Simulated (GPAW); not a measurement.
InAs

```xyz
8
Lattice="6.0360 0.0000 0.0000 0.0000 0.0000 -6.0360 0.0000 6.0360 0.0000" Properties=species:S:1:pos:R:3 pbc="T T T"
In    3.0180    0.0000   -3.0180
In    0.0000    3.0180   -3.0180
In    0.0000    0.0000    0.0000
In    3.0180    3.0180    0.0000
As    4.5270    1.5090   -4.5270
As    1.5090    4.5270   -4.5270
As    1.5090    1.5090   -1.5090
As    4.5270    4.5270   -1.5090
```

Space group F-43m; computed pressure about 4 GPa in this cell.

Method: Kohn-Sham DFT of a periodic cell, PBE, GPAW PAW data sets (gpaw-data 1.2.1) (GPAW 26.7.0).

What will maps of the valence pseudo-density and electron localisation function show?

In–As (2.61 Å): ρ is about 0.42 e/Å³ halfway; the ELF is about 0.55 at the midpoint.

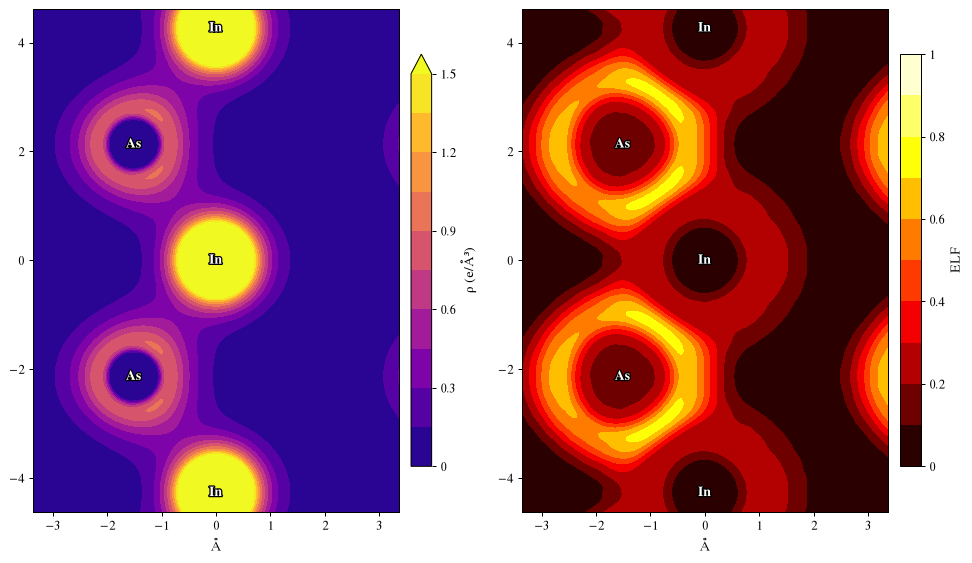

Computed valence pseudo-density and electron localisation function on the (110) plane of the conventional cell, in this order. 
